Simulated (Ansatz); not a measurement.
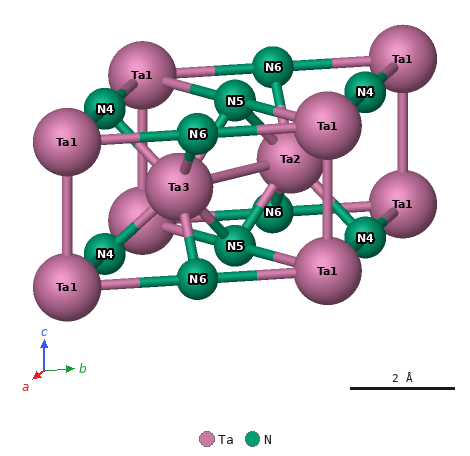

The input geometry (ball-and-stick view of the cell of the calculation, seen slightly off an axis; atoms are numbered from 1 in the order of the input). An atom can appear more than once, as a periodic image.

**Geometry relaxation, with input and output: TaN (part 1 of 2)**

System: TaN (P6/mmm, 6 atoms in the cell).
Method: DFT PBEsol, scalar-relativistic, plane waves, PAW, no spin polarisation (Ansatz 0.2.0).

The structure derives from an entry of the Crystallography Open Database. Figures and captions count atoms from 1; the log counts them from 0 in places.

Input file:
```yaml
crystal:
  lattice:
    - [5.1849992558, 0.0, 0.0]
    - [-2.5924996279, 4.4903410741, 0.0]
    - [0.0, 0.0, 2.908]
  atoms:
    - { symbol: Ta, position: [0.0, 0.0, 0.0] }
    - { symbol: Ta, position: [0.3333333333, 0.6666666667, 0.5] }
    - { symbol: Ta, position: [0.6666666667, 0.3333333333, 0.5] }
    - { symbol: "N", position: [0.5, 0.0, 0.0] }
    - { symbol: "N", position: [0.5, 0.5, 0.0] }
    - { symbol: "N", position: [0.0, 0.5, 0.0] }
basis:
  ecutwfc: 420
kpoints:
  mp_grid: { grid: [12, 12, 12] }
hamiltonian:
  xc: pbesol
scf:
  occupations: { method: gaussian, width: 0.1 }
output:
  forces: true
  stress: true
  eigenvalues: true
  write_density: true
  write_potential: true
  elf: true
  volumetric_format: npy
relax:
  adjacent_minimum: "off"
  f_tol: 0.005
  max_steps: 80
  cell: { stress_tol: 0.05 }
```

Run as:
```bash
ansatz run input.yaml --threads 4 --pin off --max-ram 10240MiB --backend cpu --events-out ev --progress --plain --runs-dir out
```

Output:
```
Engine: ansatz 0.2.0, x86_64-unknown-linux-gnu
Pseudopotentials: kind: paw
Pseudopotential: Ta, paw, valence charge 13, recommended cutoff 420 eV (normal), Ta.paw.azcp
Pseudopotential: N, paw, valence charge 5, recommended cutoff 420 eV (normal), N.paw.azcp
Functional definition: PBEsol
  exchange = pbesol_x
  correlation = pbesol_c
Crystal: 6 atoms, lattice volume = 67.705 Å³
Basis set: ecut = 420 eV, 1287 PW (Γ), exchange–correlation on 72×72×40 points (8 copies of the dense FFT grid, shifted against one another)
Bands: 33, of which v1, the nominal top of the filled ones, is band 27 counted from 1 (26 counted from 0)
Symmetry: 24 space group operations
Space group: P6/mmm (ITA 191), of the structure as read, at distance tolerance 4.1e-5 Å
k-points: 133 of 1728
Non-local potential: Ta, projectors of the file, l = 0: 3, l = 1: 2, l = 2: 2, l = 3: 1
Non-local potential: N, projectors of the file, l = 0: 2, l = 1: 2, l = 2: 1
PAW form: soft (Blöchl's): semilocal exchange-correlation on the pseudo side does not see the compensation charge
PAW frozen core: Ta, regenerated for the run's functional, and the local potential with it (the file was generated under x = pbe(κ = 0.804, μ = 0.2195149727645171), c = pbe(β = 0.06672455060314922))
PAW frozen core: N, regenerated for the run's functional, and the local potential with it (the file was generated under x = pbe(κ = 0.804, μ = 0.2195149727645171), c = pbe(β = 0.06672455060314922))
PAW one-centre angular grid: Ta, 590 points (default); XC on 64 Gauss nodes
PAW one-centre angular grid: N, 110 points (default); XC on 64 Gauss nodes
Initial density: superposition of atomic densities (neutral atoms: chi_scale 0, normalization atom), corrected by the library's trained network
Initial wavefunctions: pseudopotential atomic-orbital guess
Functional: x = pbesol(κ = 0.804, μ = 0.12345679012345678), c = pbesol(β = 0.046)
SCF iter   1: F=—  HF=-30560.286161 eV  |F-HF|=—  |Δ(HF+E_count)|=         —  Δρ=1.19e-2  dr2=1.42e-1  ethr=1.77e-3  ⟨swp⟩=5.3  Hψ=17882  notcnv=0
preconditioner: auto → Kerker (q_TF=auto, 2.627 Å⁻¹)  [metal: Δε(μ)=0.037 eV  Ē_g=9.273 eV  σ=0.100 eV  W_gap=0.21  n_scr=26 (ndim 8)  ℏωp=24.7 eV  f_vac=0.000  D(μ)=0.68/eV (n_scr^D=0)]
SCF iter   2: F=—  HF=-30560.263973 eV  |F-HF|=—  |Δ(HF+E_count)|=   2.22e-2  Δρ=4.24e-3  dr2=1.44e-2  ethr=2.63e-4  ⟨swp⟩=1.4  Hψ=5568  notcnv=0  defer=9
SCF iter   3: F=—  HF=-30560.261363 eV  |F-HF|=—  |Δ(HF+E_count)|=   2.61e-3  Δρ=1.94e-3  dr2=2.78e-3  ethr=2.67e-5  ⟨swp⟩=2.2  Hψ=5002  notcnv=0  defer=9
SCF iter   4: F=—  HF=-30560.260703 eV  |F-HF|=—  |Δ(HF+E_count)|=   6.60e-4  Δρ=4.97e-4  dr2=1.55e-4  ethr=5.15e-6  ⟨swp⟩=2.0  Hψ=5934  notcnv=0  defer=9
SCF iter   5: F=—  HF=-30560.260665 eV  |F-HF|=—  |Δ(HF+E_count)|=   3.79e-5  Δρ=1.30e-4  dr2=6.86e-6  ethr=2.86e-7  ⟨swp⟩=2.0  Hψ=6186  notcnv=0  defer=9
SCF iter   6: F=—  HF=-30560.260701 eV  |F-HF|=—  |Δ(HF+E_count)|=   3.64e-5  Δρ=1.88e-5  dr2=2.67e-7  ethr=1.27e-8  ⟨swp⟩=2.9  Hψ=7810  notcnv=0  defer=15
SCF iter   7: F=-30560.260701 eV  HF=-30560.260701 eV  |F-HF|=1.69e-9  |Δ(HF+E_count)|=   2.70e-8  Δρ=2.55e-6  dr2=3.81e-9  ethr=1.85e-10  ⟨swp⟩=13.7  Hψ=30162  notcnv=0
SCF 1 converged in 7 iterations: F = -30560.260701 eV  dr2 = 3.81e-9
  greatest PAW one-centre occupation: 1.000 electrons in one spin orbital (limit 2), on the Ta atom at site 2 (counted from 0), in its partial waves of l = 0
relax step   1: F+E_penalty+E_count = -30560.26070138 eV  Δ(F+E_penalty+E_count) = +0.000e0 eV  max|allowed force component| = 7.401e-17 eV/Å  Δτ_max = 0.0000 Å  P = +1.573 GPa  Ω = 67.705 Å³  (7 SCF iters, dr2 threshold 1.00e-7 eV, accepted)
Crystal: 6 atoms, lattice volume = 68.400 Å³
Basis set: ecut = 420 eV, 1299 PW (Γ), exchange–correlation on 72×72×40 points (8 copies of the dense FFT grid, shifted against one another)
Initial density: handed on by an earlier stage of this run
Initial wavefunctions: those handed on with the density
iter 1 solved again at ethr=5.04e-6 eV; its pass at ethr=3.10e-3 eV (dr2=2.72e-3 eV) is discarded
SCF iter   1: F=—  HF=-30560.259756 eV  |F-HF|=—  |Δ(HF+E_count)|=         —  Δρ=1.75e-3  dr2=2.76e-3  ethr=5.04e-6  ⟨swp⟩=2.1  Hψ=25058  notcnv=0
preconditioner: auto → Kerker (q_TF=auto, 2.623 Å⁻¹)  [metal: Δε(μ)=0.028 eV  Ē_g=9.270 eV  σ=0.100 eV  W_gap=0.16  n_scr=26 (ndim 8)  ℏωp=24.6 eV  f_vac=0.000  D(μ)=0.64/eV (n_scr^D=0)]
SCF iter   2: F=—  HF=-30560.259251 eV  |F-HF|=—  |Δ(HF+E_count)|=   5.05e-4  Δρ=6.38e-4  dr2=2.73e-4  ethr=5.04e-6  ⟨swp⟩=2.0  Hψ=5814  notcnv=0
SCF iter   3: F=—  HF=-30560.259230 eV  |F-HF|=—  |Δ(HF+E_count)|=   2.10e-5  Δρ=2.88e-4  dr2=5.18e-5  ethr=5.05e-7  ⟨swp⟩=1.9  Hψ=4678  notcnv=0
SCF iter   4: F=—  HF=-30560.259213 eV  |F-HF|=—  |Δ(HF+E_count)|=   1.66e-5  Δρ=5.29e-5  dr2=1.72e-6  ethr=9.60e-8  ⟨swp⟩=2.0  Hψ=6516  notcnv=0
SCF iter   5: F=-30560.259213 eV  HF=-30560.259213 eV  |F-HF|=2.88e-8  |Δ(HF+E_count)|=   3.76e-7  Δρ=1.62e-5  dr2=1.04e-7  ethr=1.11e-9  ⟨swp⟩=11.0  Hψ=33137  notcnv=0
SCF 2 converged in 5 iterations: F = -30560.259213 eV  dr2 = 1.04e-7
relax step   2: F+E_penalty+E_count = -30560.25921297 eV  Δ(F+E_penalty+E_count) = +1.488e-3 eV  max|allowed force component| = 1.280e-16 eV/Å  Δτ_max = 0.0000 Å  P = -0.830 GPa  Ω = 68.400 Å³  energy of the carried Pulay correction = -2.092e-3 eV  (5 SCF iters, dr2 threshold 6.00e-7 eV, accepted)
Crystal: 6 atoms, lattice volume = 68.108 Å³
iter 1 solved again at ethr=9.50e-7 eV; its pass at ethr=3.10e-3 eV (dr2=5.13e-4 eV) is discarded
SCF iter   1: F=—  HF=-30560.262834 eV  |F-HF|=—  |Δ(HF+E_count)|=         —  Δρ=7.78e-4  dr2=5.52e-4  ethr=9.50e-7  ⟨swp⟩=3.1  Hψ=23775  notcnv=0
preconditioner: auto → Kerker (q_TF=auto, 2.625 Å⁻¹)  [metal: Δε(μ)=0.035 eV  Ē_g=9.298 eV  σ=0.100 eV  W_gap=0.19  n_scr=26 (ndim 8)  ℏωp=24.6 eV  f_vac=0.000  D(μ)=0.65/eV (n_scr^D=0)]
SCF iter   2: F=—  HF=-30560.262774 eV  |F-HF|=—  |Δ(HF+E_count)|=   5.97e-5  Δρ=3.21e-4  dr2=7.01e-5  ethr=9.50e-7  ⟨swp⟩=2.0  Hψ=5769  notcnv=0
SCF iter   3: F=—  HF=-30560.262756 eV  |F-HF|=—  |Δ(HF+E_count)|=   1.82e-5  Δρ=1.36e-4  dr2=1.26e-5  ethr=1.30e-7  ⟨swp⟩=2.0  Hψ=4791  notcnv=0
SCF iter   4: F=—  HF=-30560.262751 eV  |F-HF|=—  |Δ(HF+E_count)|=   4.35e-6  Δρ=3.13e-5  dr2=6.41e-7  ethr=2.33e-8  ⟨swp⟩=2.0  Hψ=6436  notcnv=0
SCF iter   5: F=-30560.262751 eV  HF=-30560.262751 eV  |F-HF|=8.06e-9  |Δ(HF+E_count)|=   1.58e-7  Δρ=9.84e-6  dr2=3.38e-8  ethr=1.11e-9  ⟨swp⟩=10.3  Hψ=30588  notcnv=0
SCF 3 converged in 5 iterations: F = -30560.262751 eV  dr2 = 3.38e-8
relax step   3: F+E_penalty+E_count = -30560.26275112 eV  Δ(F+E_penalty+E_count) = -3.538e-3 eV  max|allowed force component| = 1.203e-16 eV/Å  Δτ_max = 0.0000 Å  P = +0.069 GPa  Ω = 68.108 Å³  energy of the carried Pulay correction = -1.211e-3 eV  (5 SCF iters, dr2 threshold 6.00e-7 eV, accepted)
Crystal: 6 atoms, lattice volume = 68.116 Å³
iter 1 solved again at ethr=1.35e-9 eV; its pass at ethr=3.10e-3 eV (dr2=7.27e-7 eV) is discarded
SCF iter   1: F=—  HF=-30560.262694 eV  |F-HF|=—  |Δ(HF+E_count)|=         —  Δρ=3.29e-5  dr2=7.67e-7  ethr=1.35e-9  ⟨swp⟩=2.7  Hψ=22442  notcnv=0
preconditioner: auto → Kerker (q_TF=auto, 2.625 Å⁻¹)  [metal: Δε(μ)=0.041 eV  Ē_g=9.294 eV  σ=0.100 eV  W_gap=0.23  n_scr=26 (ndim 8)  ℏωp=24.6 eV  f_vac=0.000  D(μ)=0.65/eV (n_scr^D=0)]
SCF iter   2: F=—  HF=-30560.262735 eV  |F-HF|=—  |Δ(HF+E_count)|=   4.08e-5  Δρ=1.51e-5  dr2=1.94e-7  ethr=1.35e-9  ⟨swp⟩=2.0  Hψ=5714  notcnv=0
SCF iter   3: F=-30560.262735 eV  HF=-30560.262735 eV  |F-HF|=2.43e-8  |Δ(HF+E_count)|=   6.04e-8  Δρ=7.03e-6  dr2=4.08e-8  ethr=9.10e-11  ⟨swp⟩=6.8  Hψ=27180  notcnv=0
SCF 4 converged in 3 iterations: F = -30560.262735 eV  dr2 = 4.08e-8
relax step   4: F+E_penalty+E_count = -30560.26273462 eV  Δ(F+E_penalty+E_count) = +1.650e-5 eV  max|allowed force component| = 3.238e-17 eV/Å  Δτ_max = 0.0000 Å  P = +0.020 GPa  Ω = 68.116 Å³  energy of the carried Pulay correction = -1.232e-3 eV  (3 SCF iters, dr2 threshold 4.92e-8 eV, accepted)
Initial wavefunctions: pseudopotential atomic-orbital guess (no wavefunctions were taken with the density)
iter 1 solved again at ethr=9.47e-8 eV; its pass at ethr=3.10e-3 eV (dr2=5.11e-5 eV) is discarded
SCF iter   1: F=—  HF=-30560.264047 eV  |F-HF|=—  |Δ(HF+E_count)|=         —  Δρ=9.79e-5  dr2=2.94e-7  ethr=9.47e-8  ⟨swp⟩=3.1  Hψ=29150  notcnv=0
SCF iter   2: F=—  HF=-30560.264092 eV  |F-HF|=—  |Δ(HF+E_count)|=   4.47e-5  Δρ=5.01e-5  dr2=8.49e-8  ethr=5.44e-10  ⟨swp⟩=2.0  Hψ=6560  notcnv=0
SCF iter   3: F=—  HF=-30560.264092 eV  |F-HF|=—  |Δ(HF+E_count)|=   6.76e-7  Δρ=6.21e-6  dr2=6.66e-9  ethr=1.57e-10  ⟨swp⟩=2.2  Hψ=5698  notcnv=0
SCF iter   4: F=—  HF=-30560.264092 eV  |F-HF|=—  |Δ(HF+E_count)|=   6.16e-9  Δρ=1.19e-6  dr2=3.62e-10  ethr=1.23e-11  ⟨swp⟩=2.0  Hψ=6367  notcnv=0
SCF iter   5: F=-30560.264092 eV  HF=-30560.264092 eV  |F-HF|=3.64e-12  |Δ(HF+E_count)|=  1.82e-10  Δρ=1.46e-7  dr2=1.44e-11  ethr=1.00e-12  ⟨swp⟩=6.8  Hψ=21566  notcnv=0
SCF 5 converged in 5 iterations: F = -30560.264092 eV  dr2 = 1.44e-11
relax step   5: F+E_penalty+E_count = -30560.26409234 eV  Δ(F+E_penalty+E_count) = -1.358e-3 eV  max|allowed force component| = 2.848e-17 eV/Å  Δτ_max = 0.0000 Å  P = +0.049 GPa  Ω = 68.116 Å³  stress off target by 5.24e-2 GPa  SCF on the basis re-selected at this cell (its energy is not comparable with the rows above)  (5 SCF iters)
basis re-selected at this cell: Δ(F+E_penalty+E_count) = -1.358e-3 eV, ΔP = +0.029 GPa vs the last step (what re-selecting the basis moved, of the pressure what is left beyond the Pulay correction that the steps carried, after the strain that the cell walked since its last selection, with what the two solves' SCF thresholds leave and, on support functions, any second-order correction that the steps lacked; it is no measure of the basis error at this ecutwfc). This SCF's stress stands 5.24e-2 GPa from its target on what of the cell is left free (relax.cell.stress_tol is 5.00e-2 GPa) and its largest allowed force component is 2.85e-17 eV/Å (relax.f_tol is 5.00e-3 eV/Å): not within both, so this SCF does not close the relaxation
Crystal: 6 atoms, lattice volume = 68.127 Å³
iter 1 solved again at ethr=1.05e-9 eV; its pass at ethr=3.10e-3 eV (dr2=5.67e-7 eV) is discarded
SCF iter   1: F=—  HF=-30560.264020 eV  |F-HF|=—  |Δ(HF+E_count)|=         —  Δρ=2.68e-5  dr2=5.15e-7  ethr=1.05e-9  ⟨swp⟩=2.0  Hψ=21942  notcnv=0
preconditioner: auto → Kerker (q_TF=auto, 2.625 Å⁻¹)  [metal: Δε(μ)=0.041 eV  Ē_g=9.293 eV  σ=0.100 eV  W_gap=0.23  n_scr=26 (ndim 8)  ℏωp=24.6 eV  f_vac=0.000  D(μ)=0.65/eV (n_scr^D=0)]
SCF iter   2: F=—  HF=-30560.264061 eV  |F-HF|=—  |Δ(HF+E_count)|=   4.10e-5  Δρ=6.99e-6  dr2=2.51e-8  ethr=9.54e-10  ⟨swp⟩=2.0  Hψ=6249  notcnv=0
SCF iter   3: F=-30560.264061 eV  HF=-30560.264061 eV  |F-HF|=2.94e-9  |Δ(HF+E_count)|=   3.44e-9  Δρ=3.62e-6  dr2=6.42e-9  ethr=1.27e-11  ⟨swp⟩=7.2  Hψ=24029  notcnv=0
SCF 6 converged in 3 iterations: F = -30560.264061 eV  dr2 = 6.42e-9
relax step   6: F+E_penalty+E_count = -30560.26406079 eV  Δ(F+E_penalty+E_count) = +3.155e-5 eV  max|allowed force component| = 3.547e-17 eV/Å  Δτ_max = 0.0000 Å  P = +0.001 GPa  Ω = 68.127 Å³  energy of the carried Pulay correction = -3.341e-5 eV  (3 SCF iters, dr2 threshold 6.87e-9 eV, accepted)
iter 1 solved again at ethr=9.66e-8 eV; its pass at ethr=3.10e-3 eV (dr2=5.21e-5 eV) is discarded
SCF iter   1: F=—  HF=-30560.264036 eV  |F-HF|=—  |Δ(HF+E_count)|=         —  Δρ=3.62e-6  dr2=5.15e-9  ethr=9.66e-8  ⟨swp⟩=3.1  Hψ=29124  notcnv=0
eigensolver tolerance schedule: the retry pair's looser diagonalisation over-reported the residual by 10121.52 of it (diagonalisation noise at 0.46 of the residual, at the tolerance the schedule requests for it); recorded, not acted on — ethr = c·dr2/N_el stays at c = 1.0e-1
SCF iter   2: F=—  HF=-30560.264077 eV  |F-HF|=—  |Δ(HF+E_count)|=   4.12e-5  Δρ=2.30e-6  dr2=2.89e-9  ethr=9.54e-12  ⟨swp⟩=3.0  Hψ=9982  notcnv=0
SCF iter   3: F=—  HF=-30560.264077 eV  |F-HF|=—  |Δ(HF+E_count)|=  7.53e-10  Δρ=6.01e-7  dr2=1.54e-10  ethr=5.34e-12  ⟨swp⟩=2.0  Hψ=7581  notcnv=0
SCF iter   4: F=-30560.264077 eV  HF=-30560.264077 eV  |F-HF|=1.82e-11  |Δ(HF+E_count)|=  2.91e-11  Δρ=2.96e-7  dr2=2.75e-11  ethr=1.00e-12  ⟨swp⟩=7.2  Hψ=20699  notcnv=0
SCF 7 converged in 4 iterations: F = -30560.264077 eV  dr2 = 2.75e-11
relax step   7: F+E_penalty+E_count = -30560.26407731 eV  Δ(F+E_penalty+E_count) = -1.653e-5 eV  max|allowed force component| = 3.547e-17 eV/Å  Δτ_max = 0.0000 Å  P = +0.001 GPa  Ω = 68.127 Å³  stress off target by 1.27e-3 GPa  SCF on the basis re-selected at this cell (its energy is not comparable with the rows above)  (4 SCF iters)
```

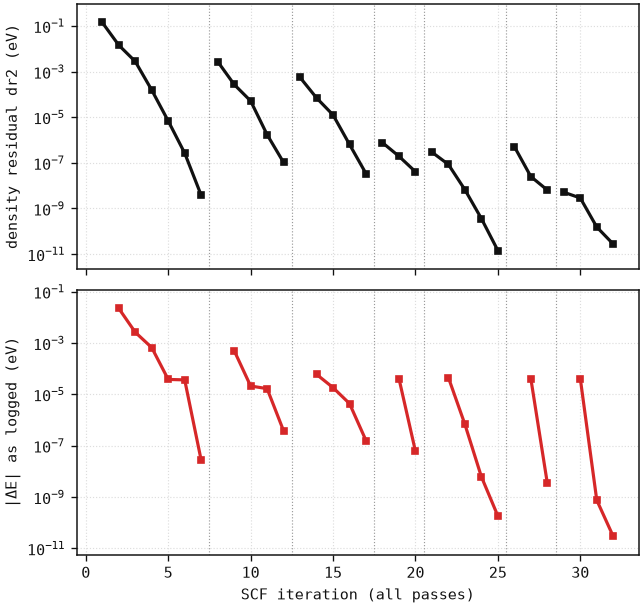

Convergence of the self-consistent field: density residual dr2 and size of the energy change against the SCF iteration. The dotted lines part the SCF passes of the relaxation: geometry steps, rejected trials and re-solves on a re-selected basis. The 7 passes take 3 to 7 iterations each, 32 in all.

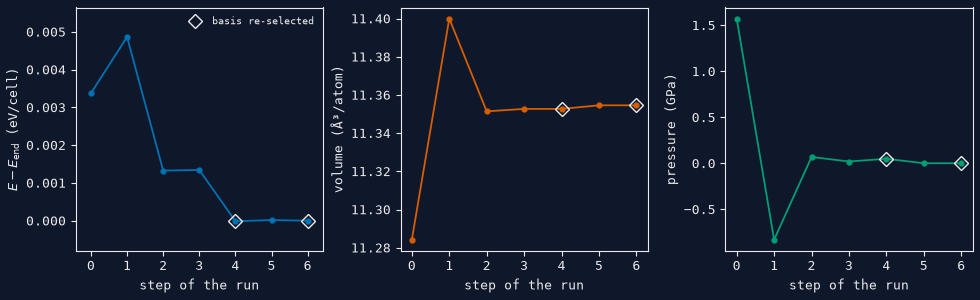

Progress of the relaxation, step by step (the first geometry is step 0 here and step 1 in the log). The energy falls by 3.4 meV per cell of the calculation in 4 geometry steps. All forces vanish by symmetry, so only the cell relaxes. The pressure goes from 1.57 to 0.00 GPa. The basis was re-selected once at an unchanged geometry, which shifts the energy a little without any move. No atom moves by more than 0.005 Å relative to the cell. The volume changes by +0.6 %, with a = b 5.185 → 5.205 Å (+0.4 %), c 2.908 → 2.904 Å (−0.2 %). Among the contacts that change: Ta2–Ta3 2.994 → 3.005 Å, Ta1–N4 2.592 → 2.603 Å, Ta1–Ta1 2.908 → 2.904 Å. The space group stays P6/mmm (No. 191). The energy change given includes the shifts at the re-selections in mid-walk, which come without any move. A last SCF at the same geometry on a re-selected plane-wave basis shifts the energy by next to nothing (0.0 meV per cell of the calculation). (Atoms are counted from 1 in the order of the input.)
